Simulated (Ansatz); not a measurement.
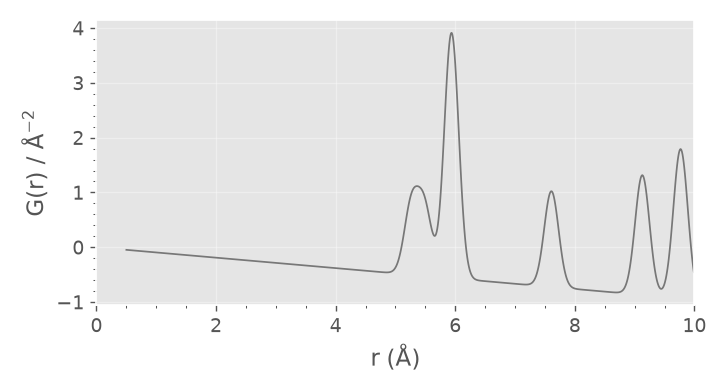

The curve is a calculated X-ray PDF: distances of the static structure, each pair weighted by the product of the atomic numbers (X-ray weights at Q = 0), broadened by Gaussians with σ = 0.12 Å. There is no Q-range truncation.

Candidate polymorphs:

A. 
```cif
data_structure
_symmetry_space_group_name_H-M 'P 1'
_symmetry_Int_Tables_number 1
_cell_length_a 9.1268
_cell_length_b 9.1268
_cell_length_c 5.4855
_cell_angle_alpha 90.000
_cell_angle_beta 90.000
_cell_angle_gamma 120.000
_cell_volume 395.72
loop_
_atom_site_label
_atom_site_type_symbol
_atom_site_fract_x
_atom_site_fract_y
_atom_site_fract_z
_atom_site_occupancy
Cs1 Cs 0.00000 0.00000 0.00000 1
Cs2 Cs 0.33333 0.66667 0.50000 1
Cs3 Cs 0.66667 0.33333 0.50000 1
```

B. 
```yaml
crystal:
  lattice:
    - [10.13519, 0.00000, 0.00000]
    - [0.00000, 10.13519, 0.00000]
    - [0.00000, 0.00000, 10.13519]
  atoms:
    - { symbol: Cs, position: [0.00000, 0.00000, 0.00000] }
    - { symbol: Cs, position: [0.50000, 0.50000, 0.50000] }
    - { symbol: Cs, position: [0.25000, 0.00000, 0.50000] }
    - { symbol: Cs, position: [0.75000, 0.00000, 0.50000] }
    - { symbol: Cs, position: [0.50000, 0.25000, 0.00000] }
    - { symbol: Cs, position: [0.50000, 0.75000, 0.00000] }
    - { symbol: Cs, position: [0.00000, 0.50000, 0.25000] }
    - { symbol: Cs, position: [0.00000, 0.50000, 0.75000] }
```

C. 
```xyz
4
Lattice="5.6637 0.0000 0.0000 -2.8319 4.9049 0.0000 0.0000 0.0000 18.5893" Properties=species:S:1:pos:R:3 pbc="T T T"
Cs    0.0000    0.0000    0.0000
Cs    0.0000    0.0000    9.2946
Cs    0.0000    3.2700    4.6473
Cs    2.8319    1.6350   13.9420
```

D. 
```cif
data_structure
_symmetry_space_group_name_H-M 'Fm-3m'
_symmetry_Int_Tables_number 225
_cell_length_a 7.9265
_cell_length_b 7.9265
_cell_length_c 7.9265
_cell_angle_alpha 90.000
_cell_angle_beta 90.000
_cell_angle_gamma 90.000
_cell_volume 498.01
loop_
_atom_site_label
_atom_site_type_symbol
_atom_site_symmetry_multiplicity
_atom_site_Wyckoff_symbol
_atom_site_fract_x
_atom_site_fract_y
_atom_site_fract_z
_atom_site_occupancy
Cs1 Cs 4 a 0.00000 0.00000 0.00000 1
```

Origins: A, the end point of a relaxation with Ansatz 0.2.0, DFT, RPBE, plane waves (420 eV) with PAW, scalar-relativistic; the starting structure was generated, so it need not be a known form of this composition; B, coordinates from a relaxation with DFT, revPBE, plane waves (420 eV) with PAW, scalar-relativistic in Ansatz 0.2.0; the starting structure was generated, so it need not be a known form of this composition; C, the input geometry of an electronic-structure calculation (not necessarily at equilibrium); the starting structure was generated, so it need not be a known form of this composition; D, the input geometry of an electronic-structure calculation (not necessarily at equilibrium); the starting structure was generated, so it need not be a known form of this composition.

Question: Which candidate gives this PDF?

Answer: Candidate A, Cs, P6/mmm (first clear peaks at 5.36 Å (Cs–Cs) and 5.94 Å (Cs–Cs)). The others: D would give first clear peaks at 5.60 Å (Cs–Cs) and 7.93 Å (Cs–Cs); C would give first clear peaks at 5.67 Å (Cs–Cs) and 8.02 Å (Cs–Cs); B would give first clear peaks at 5.07 Å (Cs–Cs) and 5.67 Å (Cs–Cs).
